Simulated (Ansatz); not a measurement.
## BaNaYWO6 (F-43m): the gap up the ladder of methods

What gap does each level of theory give for BaNaYWO6 (F-43m), and in what time?

Calculated with Ansatz 0.2.0; density functionals, hybrids and G0W0, plane waves, PAW.

### 1. Starting point

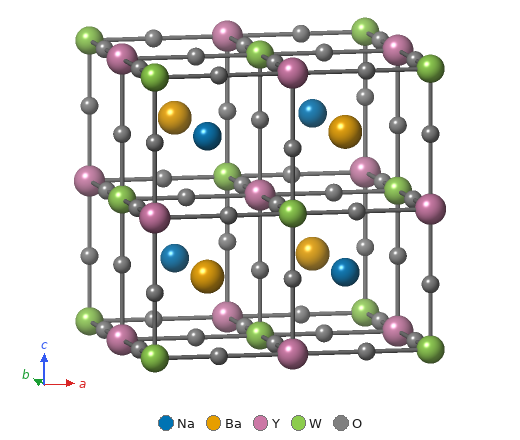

The starting structure, seen slightly off an axis (sodium blue, barium orange, yttrium pink, tungsten green, oxygen grey). This picture shows the conventional cell, with its axes. Some periodic images of atoms are drawn too.

The cell and positions are those that the Materials Project relaxed with its own functionals (PBE, PBE+U or r2SCAN), kept fixed. At the settings of the band run the largest force is still 0.44 eV/Å. Spin-orbit coupling is left out unless a step names it.

The logs state that the PAW files were generated under PBE.

### 2. LDA on the 6×6×6 mesh

This step: DFT, LDA, plane waves, PAW; PAW set soft_1.

The input, input.yaml:

```yaml
crystal:
  lattice:
    - [0.0, 4.20678254, 4.20678254]
    - [4.20678254, 0.0, 4.20678254]
    - [4.20678254, 4.20678254, 0.0]
  atoms:
    - { symbol: Na, position: [0.25, 0.25, 0.25] }
    - { symbol: Ba, position: [0.75, 0.75, 0.75] }
    - { symbol: "Y", position: [0.5, 0.5, 0.5] }
    - { symbol: W, position: [0.0, 0.0, 0.0] }
    - { symbol: O, position: [0.7675462, 0.2324538, 0.2324538] }
    - { symbol: O, position: [0.2324538, 0.7675462, 0.7675462] }
    - { symbol: O, position: [0.7675462, 0.7675462, 0.2324538] }
    - { symbol: O, position: [0.2324538, 0.2324538, 0.7675462] }
    - { symbol: O, position: [0.2324538, 0.7675462, 0.2324538] }
    - { symbol: O, position: [0.7675462, 0.2324538, 0.7675462] }
kpoints:
  mp_grid: { grid: [6, 6, 6] }
  band_path:
    path:
      - [0.0, 0.0, 0.0]
      - [-0.5, -0.5, 0.0]
      - [-0.375, -0.375, 0.25]
      - [-0.375, 0.0, 0.375]
      - [0.0, 0.0, 0.5]
      - [-0.5, -0.25, 0.25]
    npoints: 1
hamiltonian:
  xc: lda
  pseudopotentials: { kind: paw, azcp: { folder: soft_1 }, xc_functional: pbe }
scf:
  occupations: { method: fixed }
  n_extra_bands: 7
output:
  eigenvalues: true
  forces: true
  stress: true
```

On the command line:

```bash
$ ansatz run input.yaml --threads 2 --pin off --max-ram 92160MiB --backend cuda --events-out ev --progress --plain --runs-dir out --devices 1 --max-vram 13GiB
```

Numbers of over 12 decimals in the logs are rounded to 6 here.

Output:

```text
scf.n_extra_bands = 7 over 40 filled bands (N_el = 80.0): the run solves 47 bands
GPUs: using 1 of 1 available (devices: 1).
Engine: ansatz 0.2.0, x86_64-unknown-linux-gnu
Pseudopotentials: kind: paw
Pseudopotential: Na, paw, valence charge 9, recommended cutoff 420 eV (normal), soft_1/Na.paw.azcp
Pseudopotential: Ba, paw, valence charge 10, recommended cutoff 420 eV (normal), soft_1/Ba.paw.azcp
Pseudopotential: Y, paw, valence charge 11, recommended cutoff 420 eV (normal), soft_1/Y.paw.azcp
Pseudopotential: W, paw, valence charge 14, recommended cutoff 420 eV (normal), soft_1/W.paw.azcp
Pseudopotential: O, paw, valence charge 6, recommended cutoff 420 eV (normal), soft_1/O.paw.azcp
Functional definition: SPW92
  exchange = slater_x
  correlation = pw_c
device memory: the entry about to start is reckoned to put 2.5 GiB on a device that reports 55.1 GiB free (of which the cap on the GPU budget leaves the run 13.0 GiB)
GPU FFT provider: cuFFT
GPU libraries: cuBLAS 13.8.2, cuFFT 12.4.0, cuSOLVER 12.3.4
Crystal: 10 atoms, lattice volume = 148.895 Å³
Basis set: ecut = 420 eV, 2891 PW (Γ)
Bands: 47, of which v1, the nominal top of the filled ones, is band 40 counted from 1 (39 counted from 0)
Symmetry: 24 space group operations
Space group: F-43m (ITA 216), of the structure as read, at distance tolerance 5.3e-5 Å
k-points: 16 of 216 (time reversal used)
Non-local potential: Na, projectors of the file, l = 0: 3, l = 1: 2, l = 2: 1
Non-local potential: Ba, projectors of the file, l = 0: 3, l = 1: 2, l = 2: 2, l = 3: 2
Non-local potential: Y, projectors of the file, l = 0: 3, l = 1: 2, l = 2: 2, l = 3: 1
Non-local potential: W, projectors of the file, l = 0: 3, l = 1: 2, l = 2: 2, l = 3: 1
Non-local potential: O, projectors of the file, l = 0: 2, l = 1: 2, l = 2: 1
PAW form: soft (Blöchl's): semilocal exchange-correlation on the pseudo side does not see the compensation charge
PAW frozen core: Na, regenerated for the run's functional, and the local potential with it (the file was generated under x = pbe(κ = 0.804, μ = 0.219515), c = pbe(β = 0.066725))
PAW frozen core: Ba, regenerated for the run's functional, and the local potential with it (the file was generated under x = pbe(κ = 0.804, μ = 0.219515), c = pbe(β = 0.066725))
PAW frozen core: Y, regenerated for the run's functional, and the local potential with it (the file was generated under x = pbe(κ = 0.804, μ = 0.219515), c = pbe(β = 0.066725))
PAW frozen core: W, regenerated for the run's functional, and the local potential with it (the file was generated under x = pbe(κ = 0.804, μ = 0.219515), c = pbe(β = 0.066725))
PAW frozen core: O, regenerated for the run's functional, and the local potential with it (the file was generated under x = pbe(κ = 0.804, μ = 0.219515), c = pbe(β = 0.066725))
PAW one-centre angular grid: Na, 110 points (default); XC on 64 Gauss nodes
PAW one-centre angular grid: Ba, 194 points (default); XC on 64 Gauss nodes
PAW one-centre angular grid: Y, 590 points (default); XC on 64 Gauss nodes
PAW one-centre angular grid: W, 590 points (default); XC on 64 Gauss nodes
PAW one-centre angular grid: O, 110 points (default); XC on 64 Gauss nodes
Initial density: superposition of atomic densities (chi_scale 0.1, normalization cell, long waves kept (reshape's long-wave potential 0.01 eV rms))
Initial wavefunctions: pseudopotential atomic-orbital guess
GPU buffer pool allocated for 64000 grid points (all kernels)
GPU transforms: local potential and band sums: pruned to the plane-wave sphere, on 40×40×40
Functional: x = slater, c = lda
SCF iter   1: F=—  HF=-24473.396088 eV  |F-HF|=—  |Δ(HF+E_count)|=         —  Δρ=8.16e-2  dr2=2.63e1  ethr=3.10e-3  ⟨swp⟩=5.4  Hψ=2511  notcnv=0  defer=62
preconditioner: auto → Resta (q_TF=auto, 2.460 Å⁻¹)  ε∞=4.4  [insulator: Δε(μ)=2.752 eV  Ē_g=12.769 eV  n_scr=26 (ndim 8)  ℏωp=23.6 eV  f_vac=0.000  ε∞_Penn≈4.4]
SCF iter   2: F=—  HF=-24466.975172 eV  |F-HF|=—  |Δ(HF+E_count)|=    6.42e0  Δρ=2.94e-2  dr2=1.85e0  ethr=3.10e-3  ⟨swp⟩=3.6  Hψ=1922  notcnv=0  defer=65
SCF iter   3: F=—  HF=-24466.541241 eV  |F-HF|=—  |Δ(HF+E_count)|=   4.34e-1  Δρ=1.09e-2  dr2=2.25e-1  ethr=2.31e-3  ⟨swp⟩=3.0  Hψ=1114  notcnv=0  defer=67
SCF iter   4: F=—  HF=-24466.491226 eV  |F-HF|=—  |Δ(HF+E_count)|=   5.00e-2  Δρ=7.07e-3  dr2=5.58e-2  ethr=2.81e-4  ⟨swp⟩=2.2  Hψ=1320  notcnv=0  defer=69
SCF iter   5: F=—  HF=-24466.479772 eV  |F-HF|=—  |Δ(HF+E_count)|=   1.15e-2  Δρ=2.21e-3  dr2=9.96e-3  ethr=6.97e-5  ⟨swp⟩=2.0  Hψ=1187  notcnv=0  defer=70
SCF iter   6: F=—  HF=-24466.478846 eV  |F-HF|=—  |Δ(HF+E_count)|=   9.26e-4  Δρ=1.33e-3  dr2=4.39e-3  ethr=1.24e-5  ⟨swp⟩=3.0  Hψ=1396  notcnv=0  defer=73
SCF iter   7: F=—  HF=-24466.478050 eV  |F-HF|=—  |Δ(HF+E_count)|=   7.96e-4  Δρ=6.51e-4  dr2=1.06e-3  ethr=5.49e-6  ⟨swp⟩=2.0  Hψ=1051  notcnv=0  defer=73
SCF iter   8: F=—  HF=-24466.477810 eV  |F-HF|=—  |Δ(HF+E_count)|=   2.40e-4  Δρ=1.82e-4  dr2=8.17e-5  ethr=1.32e-6  ⟨swp⟩=2.1  Hψ=808  notcnv=0  defer=67
SCF iter   9: F=—  HF=-24466.477767 eV  |F-HF|=—  |Δ(HF+E_count)|=   4.30e-5  Δρ=2.66e-5  dr2=1.79e-6  ethr=1.02e-7  ⟨swp⟩=3.0  Hψ=1427  notcnv=0  defer=60
SCF iter  10: F=-24466.477766 eV  HF=-24466.477766 eV  |F-HF|=1.03e-8  |Δ(HF+E_count)|=   6.92e-7  Δρ=4.17e-6  dr2=3.52e-8  ethr=1.25e-10  ⟨swp⟩=13.2  Hψ=4421  notcnv=0
SCF 1 converged in 10 iterations: F = -24466.477766 eV  dr2 = 3.52e-8
[...]
device memory: the entry about to start is reckoned to put 1.7 GiB on a device that reports 56.4 GiB free (of which the cap on the GPU budget leaves the run 13.0 GiB)
NSCF: frozen V_eff on 6 k-points
SCF converged after 10 iterations
Free energy (F): -24466.477766 eV
Harris-Foulkes:  -24466.477766 eV  (|F-HF|=1.03e-8)
Internal energy: -24466.477766 eV  (E = F + TS)
E sigma→0 (E₀):  -24466.477766 eV
Fermi energy:    7.213788 eV
--- Per-component energies (eV) ---
  E_band       = -618.637610
  E_kinetic    = 2002.252944
  E_local      = -5552.797820  (includes V_loc(G=0)·N_el)
  E_nonlocal   = 709.248333
  E_hartree    = 1994.416375
  E_xc         = -1096.150257
  E_vxc        = -1152.835466  (∫ρ·V_xc dr)
  E_paw        = -17247.787879  (= ΣΔE_a)
  E_vpaw       = -613.342213  (= ΣTr[D̂ρ^β])
  E_aug_tail   = 0.004933  (compensation charges beyond the density's cutoff)
  E_ewald      = -5277.282168
  E_core_change = 1.617773  (= ΣΔE_core)
  E_smearing   = -0.000000  (= −TS)
  E_closure    = 0.000000  (closes the sum)
  Σ components = -24466.477766   (vs F -24466.477766, Δ=0.00e0)
--- Forces (eV/Å), atoms counted from 1 ---
  atom   1  Na    -0.00000000     0.00000000     0.00000000
  atom   2  Ba     0.00000000    -0.00000000    -0.00000000
  atom   3  Y     -0.00000000     0.00000000    -0.00000000
  atom   4  W     -0.00000000     0.00000000     0.00000000
  atom   5  O     -0.71988077    -0.00000000     0.00000000
  atom   6  O      0.71988077     0.00000000    -0.00000000
  atom   7  O     -0.00000000     0.00000000     0.71988077
  atom   8  O      0.00000000    -0.00000000    -0.71988077
  atom   9  O      0.00000000    -0.71988077    -0.00000000
  atom  10  O     -0.00000000     0.71988077     0.00000000
  max |Σ_I F_I| component: 2.22e-16 eV/Å
--- Stress (GPa, compression-positive) ---
      -11.488971      -0.000000      -0.000000
        0.000000     -11.488971       0.000000
       -0.000000       0.000000     -11.488971
  P = ⅓ Tr σ = -11.4890 GPa (-114.890 kbar)
--- Band table (eV; the first three rows and the last of 16) ---
  k-point 0: bands = [... 36 lower, 6.6585, 7.2138, 7.2138, 7.2138, 9.6158, 9.6158, 9.6158, 11.4557, ... 3 higher]
  k-point 1: bands = [... 36 lower, 6.5030, 7.1030, 7.1030, 7.1556, 9.7899, 9.8612, 9.8612, 11.8160, ... 3 higher]
  k-point 2: bands = [... 36 lower, 6.3412, 6.8792, 6.8792, 7.0162, 10.1480, 10.3134, 10.3134, 12.6283, ... 3 higher]
  k-point 15: bands = [... 36 lower, 6.1589, 6.2944, 6.4797, 7.0363, 9.9629, 10.6919, 10.9734, 13.4442, ... 3 higher]
```

It took 12 s on 1 × NVIDIA H100 80GB HBM3 (shared by 6 runs) with 2 threads of AMD EPYC 7R13 (Zen 3), shared host; peak memory 0.97 GiB; 6 s of CPU time.

This step gave:

* pressure: -11.49 GPa
* gap: 2.300 eV
* valence top at: Γ
* conduction bottom at: X
* least direct gap: 2.324 eV

Over mesh and listed points the gap is 2.300 eV, from k = Γ to k = (-0.500, -0.500, 0.000). The least direct gap found is 2.324 eV, at k = (-0.500, -0.500, 0.000). The pressure in this cell is -11 GPa; the cell is kept.

### 3. PBEsol on the 6×6×6 mesh

This step: DFT, PBEsol, plane waves, PAW; PAW set soft_1.

input.yaml: that of step 2 with these lines changed.

```diff
@@ -28,3 +28,3 @@
 hamiltonian:
-  xc: lda
+  xc: pbesol
   pseudopotentials: { kind: paw, azcp: { folder: soft_1 }, xc_functional: pbe }
```

Output:

```text
[...]
GPUs: using 1 of 1 available (devices: 1).
[...]
GPU FFT provider: cuFFT
GPU libraries: cuBLAS 13.8.2, cuFFT 12.4.0, cuSOLVER 12.3.4
Crystal: 10 atoms, lattice volume = 148.895 Å³
Basis set: ecut = 420 eV, 2891 PW (Γ), exchange–correlation on 80×80×80 points (8 copies of the dense FFT grid, shifted against one another)
Bands: 47, of which v1, the nominal top of the filled ones, is band 40 counted from 1 (39 counted from 0)
Symmetry: 24 space group operations
[...]
k-points: 16 of 216 (time reversal used)
[...]
GPU buffer pool allocated for 64000 grid points (all kernels)
[...]
SCF iter   1: F=—  HF=-24775.230224 eV  |F-HF|=—  |Δ(HF+E_count)|=         —  Δρ=8.22e-2  dr2=2.63e1  ethr=3.10e-3  ⟨swp⟩=5.2  Hψ=2509  notcnv=0  defer=62
[...]
atom   5  O     -0.58819843    -0.00000000    -0.00000000
  atom   6  O      0.58819843     0.00000000    -0.00000000
  atom   7  O     -0.00000000     0.00000000     0.58819843
  atom   8  O      0.00000000    -0.00000000    -0.58819843
  atom   9  O      0.00000000    -0.58819843    -0.00000000
  atom  10  O     -0.00000000     0.58819843     0.00000000
  max |Σ_I F_I| component: 1.10e-16 eV/Å
--- Stress (GPa, compression-positive) ---
       -7.766818      -0.000000       0.000000
        0.000000      -7.766818       0.000000
       -0.000000       0.000000      -7.766818
  P = ⅓ Tr σ = -7.7668 GPa (-77.668 kbar)
--- Band table (eV; the first three rows and the last of 16) ---
  k-point 0: bands = [... 36 lower, 6.9139, 7.4638, 7.4638, 7.4638, 9.9140, 9.9140, 9.9140, 11.8447, ... 3 higher]
  k-point 1: bands = [... 36 lower, 6.7574, 7.3535, 7.3535, 7.4056, 10.0890, 10.1580, 10.1580, 12.2059, ... 3 higher]
  k-point 2: bands = [... 36 lower, 6.5947, 7.1309, 7.1309, 7.2663, 10.4513, 10.6093, 10.6093, 13.0037, ... 3 higher]
  k-point 15: bands = [... 36 lower, 6.4142, 6.5520, 6.7361, 7.2874, 10.2647, 10.9873, 11.2656, 13.7177, ... 3 higher]
[key lines of the parts left out:]
SCF converged after 10 iterations
Free energy (F): -24768.509239 eV
Fermi energy:    7.463807 eV
```

The job ended after 11 s (1 × NVIDIA H100 80GB HBM3 (shared by 6 runs) with 2 threads; peak memory 0.97 GiB; 10 s of CPU time).

This step gave:

| Item | Value |
| --- | --- |
| pressure | -7.767 GPa |
| gap | 2.355 eV |
| valence top at | Γ |
| conduction bottom at | X |
| least direct gap | 2.379 eV |

Over mesh and listed points the gap is 2.355 eV, from k = Γ to k = (-0.500, -0.500, 0.000). The least direct gap found is 2.379 eV, at k = (-0.500, -0.500, 0.000). The pressure in this cell is -8 GPa; the cell is kept. PBEsol against LDA: 2.355 − 2.300 = +0.055 eV, with the same mesh, files and cutoff, and both edges at the same k points.

### 4. PBE on the 6×6×6 mesh

Levels along a band path and on the mesh show where this functional puts the band edges.

This step: DFT, PBE, plane waves, PAW; PAW set soft_1.

input.yaml: that of step 3 with these lines changed.

```diff
@@ -20,14 +20,10 @@
     path:
-      - [0.0, 0.0, 0.0]
-      - [-0.5, -0.5, 0.0]
-      - [-0.375, -0.375, 0.25]
-      - [-0.375, 0.0, 0.375]
-      - [0.0, 0.0, 0.5]
-      - [-0.5, -0.25, 0.25]
-    npoints: 1
+      - [[0.0, 0.0, 0.0], [-0.5, -0.5, 0.0], [-0.375, -0.375, 0.25]]
+      - [[-0.375, 0.0, 0.375], [0.0, 0.0, 0.0], [0.0, 0.0, 0.5], [-0.5, -0.25, 0.25], [-0.5, -0.5, 0.0]]
+    npoints: 10
 hamiltonian:
-  xc: pbesol
-  pseudopotentials: { kind: paw, azcp: { folder: soft_1 }, xc_functional: pbe }
+  xc: pbe
+  pseudopotentials: { kind: paw, azcp: { folder: soft_1 } }
 scf:
-  occupations: { method: fixed }
+  occupations: { method: fermi_dirac, width: 0.02 }
   n_extra_bands: 7
@@ -37 +33,5 @@
   stress: true
+  write_density: true
+  write_potential: true
+  elf: true
+  volumetric_format: npy
```

Output:

```text
[...]
GPUs: using 1 of 1 available (devices: 1).
[...]
GPU FFT provider: cuFFT
GPU libraries: cuBLAS 13.8.2, cuFFT 12.4.0, cuSOLVER 12.3.4
Crystal: 10 atoms, lattice volume = 148.895 Å³
Basis set: ecut = 420 eV, 2891 PW (Γ), exchange–correlation on 80×80×80 points (8 copies of the dense FFT grid, shifted against one another)
[...]
k-point 0: bands = [... 36 lower, 7.0576, 7.6034, 7.6034, 7.6034, 10.1240, 10.1240, 10.1240, 12.0754, ... 3 higher]
  k-point 1: bands = [... 36 lower, 6.9039, 7.4955, 7.4955, 7.5462, 10.2945, 10.3605, 10.3605, 12.4305, ... 3 higher]
  k-point 2: bands = [... 36 lower, 6.7486, 7.2769, 7.2769, 7.4090, 10.6471, 10.7997, 10.7997, 13.2190, ... 3 higher]
  k-point 15: bands = [... 36 lower, 6.5695, 6.7034, 6.8910, 7.4305, 10.4630, 11.1638, 11.4319, 13.9171, ... 3 higher]
[key lines of the parts left out:]
SCF converged after 10 iterations
Free energy (F): -25087.508979 eV
Fermi energy:    8.823899 eV
P = ⅓ Tr σ = -3.4180 GPa (-34.180 kbar)
```

Run time: 11 s. Hardware: 1 × NVIDIA H100 80GB HBM3 (shared by 6 runs) with 2 threads; peak memory 1 GiB.

Numbers from this step:

- pressure: -3.418 GPa
- gap: 2.428 eV
- valence top at: Γ
- conduction bottom at: X
- least direct gap: 2.451 eV

Over mesh and path the gap is 2.428 eV, from k = Γ to k = (-0.500, -0.500, 0.000). The least direct gap found is 2.451 eV, at k = (-0.500, -0.500, 0.000). PBE against PBEsol: 2.428 − 2.355 = +0.073 eV, with the same mesh, files and cutoff, and both edges at the same k points.

### 5. PBE+SOC on the 6×6×6 mesh

This run has two-component orbitals with spin-orbit coupling.

This step: DFT, PBE with spin-orbit coupling, plane waves, PAW; PAW set soft_1.

input.yaml: that of step 4 with these lines changed.

```diff
@@ -20,11 +20,18 @@
     path:
-      - [[0.0, 0.0, 0.0], [-0.5, -0.5, 0.0], [-0.375, -0.375, 0.25]]
-      - [[-0.375, 0.0, 0.375], [0.0, 0.0, 0.0], [0.0, 0.0, 0.5], [-0.5, -0.25, 0.25], [-0.5, -0.5, 0.0]]
-    npoints: 10
+      - [0.0, 0.0, 0.0]
+      - [-0.5, -0.5, 0.0]
+      - [-0.375, -0.375, 0.25]
+      - [-0.375, 0.0, 0.375]
+      - [0.0, 0.0, 0.5]
+      - [-0.5, -0.25, 0.25]
+    npoints: 1
 hamiltonian:
   xc: pbe
-  pseudopotentials: { kind: paw, azcp: { folder: soft_1 } }
+  pseudopotentials: { kind: paw_fr, azcp: { folder: soft_1 } }
 scf:
-  occupations: { method: fermi_dirac, width: 0.02 }
-  n_extra_bands: 7
+  occupations: { method: fixed }
+  n_extra_bands: 14
+magnetization:
+  noncollinear: true
+  spin_orbit: true
 output:
@@ -33,5 +40 @@
   stress: true
-  write_density: true
-  write_potential: true
-  elf: true
-  volumetric_format: npy
```

Output:

```text
[...]
GPUs: using 1 of 1 available (devices: 1).
[...]
non-collinear run that drives no moment, with spin-orbit: no starting moment large enough to seed its density (crystal.atoms[].spin), no starting occupations that ask for one, no magnetisation constraint and no magnetic field, so the semilocal B_xc is pinned to zero
[...]
k-point 1: bands = [... 76 lower, 7.5006, 7.5009, 7.5453, 7.5453, 10.1996, 10.1996, 10.2518, 10.2555, ... 10 higher]
  k-point 2: bands = [... 76 lower, 7.2862, 7.2873, 7.4075, 7.4075, 10.5557, 10.5557, 10.6841, 10.6881, ... 10 higher]
  k-point 15: bands = [... 76 lower, 6.8890, 6.8927, 7.4280, 7.4298, 10.4180, 10.4479, 11.1021, 11.1126, ... 10 higher]
[key lines of the parts left out:]
SCF converged after 10 iterations
Magnetization: |M| = 0.0000 μB,  M = (+0.0000, +0.0000, +0.0000) μB
Free energy (F): -25117.650231 eV
Fermi energy:    7.607237 eV
P = ⅓ Tr σ = -3.4847 GPa (-34.847 kbar)
```

The job ended after 11 s (1 × NVIDIA H100 80GB HBM3 (shared by 6 runs) with 2 threads; peak memory 1.1 GiB; 11 s of CPU time).

Numbers from this step:

| Property | Result |
| --- | --- |
| pressure | -3.485 GPa |
| gap | 2.408 eV |
| valence top at | Γ |
| conduction bottom at | X |
| least direct gap | 2.411 eV |

Over mesh and listed points the gap is 2.408 eV, from k = Γ to k = (-0.500, -0.500, 0.000). The least direct gap found is 2.411 eV, at k = Γ. PBE+SOC against PBE: 2.408 − 2.428 = −0.020 eV, with the same mesh, set of files (read in its fully relativistic form for the spin-orbit run) and cutoff, and both edges at the same k points. The spin-orbit run sees mesh and listed points alone, so its gap is an upper bound: the coupling can move an edge off these points, the more so as this crystal has no centre of inversion, and the change over the zone, its sign included where it is small, is not known.

(Continued in part 2 of 3.)

[Paths, hosts, dates, memory and timing lines, banners, echoed tables and standing remarks are left out of the program output.]

[Logs are printed without paths, hosts, clocks, repeated set-up lines and the standing remarks that a program may print on its own settings, such as how far it seeks lower states.]

[Runs of the session that timed out or met a known fault of the program may be left out.]

[Cells called generated may have been cut or substituted from an entry of the Crystallography Open Database or the Materials Project.]

[Hosts, paths, dates, database ids (printed as entryN), source tags and the programs' standing remarks are cut or masked in the printed files.]

[Where an RPA ε∞ is given, it is that of the G0W0 mesh and is not shown converged in it. Names of k-points follow the symmetry that the program found, which can be lower than the space group named. Band edges on a path are those of the sampled points; other points can move an edge, and change direct to indirect where valleys lie close.]

[Hybrid gaps are those of their k-mesh and are not shown converged in it.]
